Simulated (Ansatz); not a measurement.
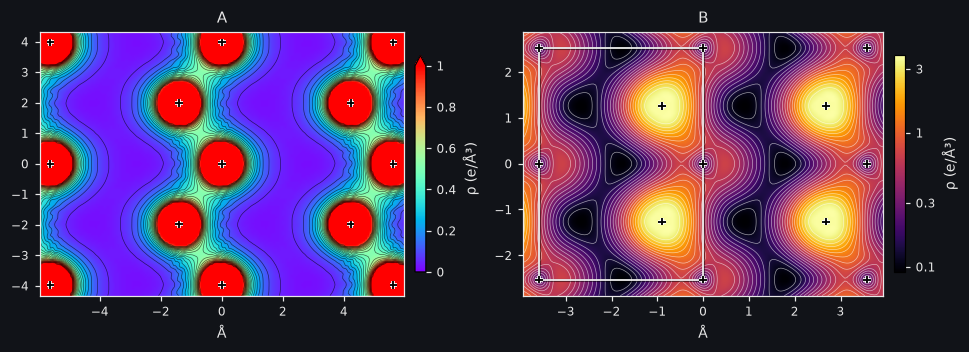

The valence pseudo-density of 2 systems, each on a plane through atoms (crosses mark nuclei in the plane).

All numbers below come from DFT LDA, scalar-relativistic, plane waves, PAW (Ansatz 0.2.0).

System 1: Ge, the (110) plane of the conventional cell. Space group Fd-3m; a structure from a database of computed crystals, not necessarily the ambient phase.

```xyz
8
Lattice="3.9750 -3.9750 0.0000 3.9750 3.9750 0.0000 0.0000 0.0000 5.6214" Properties=species:S:1:pos:R:3 pbc="T T T"
Ge    0.0000    0.0000    0.0000
Ge    3.9750    0.0000    0.0000
Ge    1.9875   -1.9875    2.8107
Ge    1.9875    1.9875    2.8107
Ge    1.9875    0.0000    1.4054
Ge    5.9624    0.0000    1.4054
Ge    3.9750   -1.9875    4.2161
Ge    3.9750    1.9875    4.2161
```

System 2: BN, the (101) plane of the conventional cell. Space group F-43m; a structure from a database of computed crystals, not necessarily the ambient phase.

Q: Which map belongs to which system?

A: Panel A is system 1, Ge: the plane holds Ge. Ge–Ge (2.43 Å): ρ is about 0.51 e/Å³ halfway. Panel B is system 2, BN: the plane holds B and N. B–N (1.55 Å): ρ at the midpoint is about 1.5 e/Å³.
